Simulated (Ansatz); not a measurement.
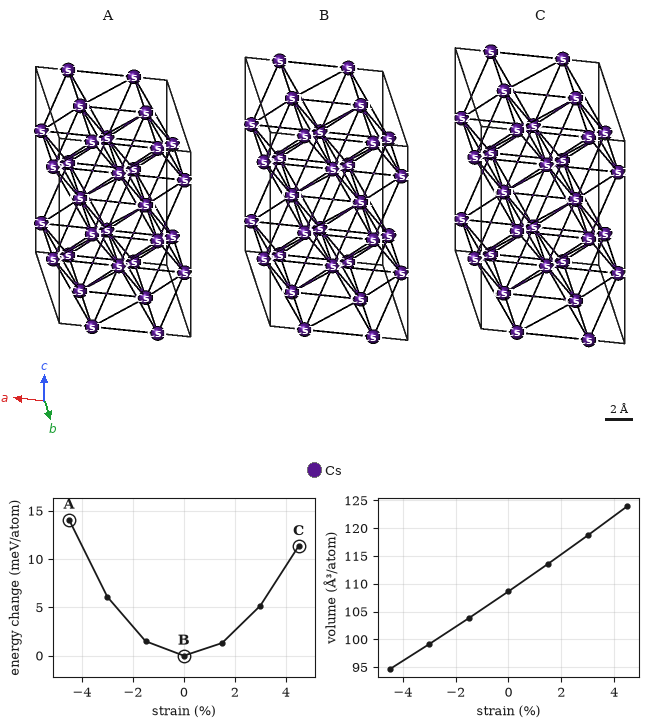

Members of a series of calculations on solid Cs (set up in C2/m), marked on the first curve. A ball-and-stick model of the reduced cell, repeated to show the pattern, seen from a free direction. Lengths and directions refer to the drawn axes.

Theory: DFT PBEsol, scalar-relativistic, plane waves, PAW in Ansatz. Settings: plane-wave cutoff 420 eV; k-point mesh 10 × 6 × 10; occupations gaussian; smearing width 0.1 eV; no spin polarisation.

> Which kind of strain is it, and how does the structure respond?

Equal strain along all axes, cell held, atoms relaxed. A (strain −4.5 %): energy change 14.1 meV/atom, volume 94.62 Å³ per atom. B (strain 0.0 %): energy change 0.0 meV/atom, volume 108.64 Å³ per atom. C (strain 4.5 %): energy change 11.3 meV/atom, volume 123.97 Å³ per atom. The rest compares A with C. The drawn cell changes as follows: a 9.936 → 10.872 Å (+9.4 %), b 9.947 → 10.885 Å (+9.4 %), c 16.405 → 17.951 Å (+9.4 %); the volume changes by +31.0 %. Among the bonded contacts that change: Cs–Cs 5.796 → 6.343 Å, Cs–Cs 5.633 → 6.164 Å, Cs–Cs 4.973 → 5.436 to 5.444 Å.
